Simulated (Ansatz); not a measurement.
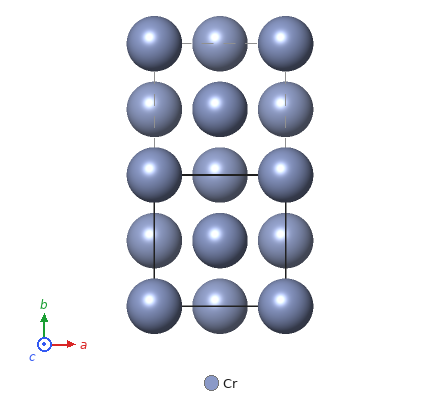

The structure, seen along [001]; the drawing may span several cells.

Structure (in its standard cell), the input geometry of an electronic-structure calculation (not necessarily at equilibrium); the starting structure was generated, so it need not be a known form of this composition:

```yaml
crystal:
  lattice:
    - [3.62857, 0.00000, 0.00000]
    - [0.00000, 3.62857, 0.00000]
    - [0.00000, 0.00000, 3.62857]
  atoms:
    - { symbol: Cr, position: [0.00000, 0.00000, 0.00000] }
    - { symbol: Cr, position: [0.00000, 0.50000, 0.50000] }
    - { symbol: Cr, position: [0.50000, 0.00000, 0.50000] }
    - { symbol: Cr, position: [0.50000, 0.50000, 0.00000] }
```

> What does the kinematic electron diffraction pattern along [001] look like at 80 kV (B = 0.5 Å²)?

The spots form a square net with both shortest vectors at d = 1.81 Å, 90.0° apart. They are 2 0 0 and 0 2 0. The pattern has symmetry 4mm. The lattice centring (F) removes all reflections that break h + k = 2n, h + l = 2n.

Strongest reflections with d > 0.80 Å, one of each family (|F|² from tabulated Gaussian fits of the electron scattering factors, times a small damping for the curvature of the Ewald sphere):

```
  hkl  d (Å)  I (strongest = 100)
2 0 0  1.814                  100
2 2 0  1.283                   45
4 0 0  0.907                   15
4 2 0  0.811                   10
```

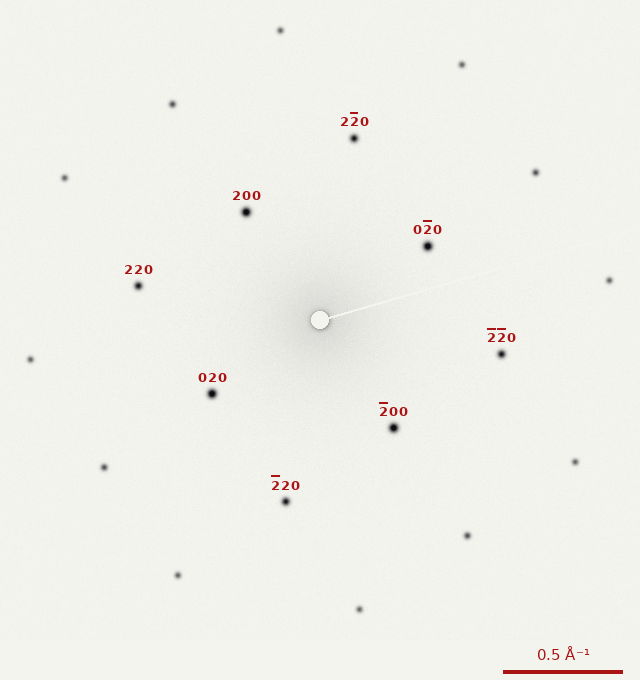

Calculated pattern, seen from the source side with [001] pointing towards the source.
